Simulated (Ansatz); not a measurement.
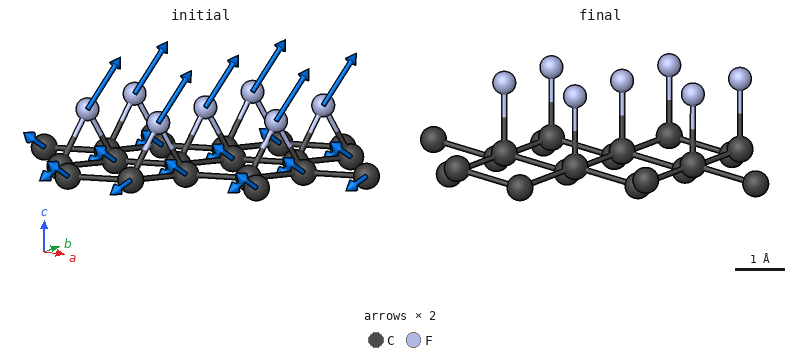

The structure of a slab of composition C$_{6}$F (cut from the P6_3/mmc phase) before (left) and after (right) a constrained relaxation, at one scale. The blue arrows give the displacements, magnified 2 times.

Style: ball-and-stick. Shown: the atoms within 4.2 Å of the atom that moves most (axes of the 3 × 3 repeat of the cell, outlined in the plane, without the vacuum), slightly off an axis.

Case: F put at a bridge C-C site. The slab is the (0 0 1) face of C with F on it. 2 atoms are held fixed.

All numbers below come from DFT PBE+D3(BJ), scalar-relativistic, plane waves, PAW in Ansatz 0.2.0. Settings: plane-wave cutoff 420 eV; k-point mesh 12 × 12 × 1; occupations gaussian; smearing width 0.1 eV; no spin polarisation; dipole correction; atoms relaxed in a fixed cell; force threshold 0.03 eV/Å; at most 70 steps.

Q: Summarise the run.

A: Over 15 accepted moves (16 points after the start) the energy falls by 4.805 eV per cell of the calculation. The largest force component goes from 20 to 0.011 eV/Å. 1 step only repeated the SCF at the same geometry. The forces were under the threshold at step 12, but the run went on from there. The F atom moves most: 0.68 Å at 40° to the normal (+c side). Largest moves by element: F 0.68 Å, C 0.33 Å. The cell stays as it was. Some distances before and after: C–F 1.344 → 2.292 Å, C–F 1.344 → 1.478 Å, C–C 1.423 → 1.458 Å. Bonds break: C–F (1.34 → 2.29 Å). Bond angles that change, for instance: C–C–F 58.0° → 102.6°, C–C–C 120.0° → 115.4°, C–C–F 105.4° → 102.6°. The run took about 4 core-minutes on a shared host.

Limits of the set-up: the cell has an odd number of electrons but was run without spin polarisation; the periodic images lie only 2.5 Å apart, so the values are limited by the cell's size.
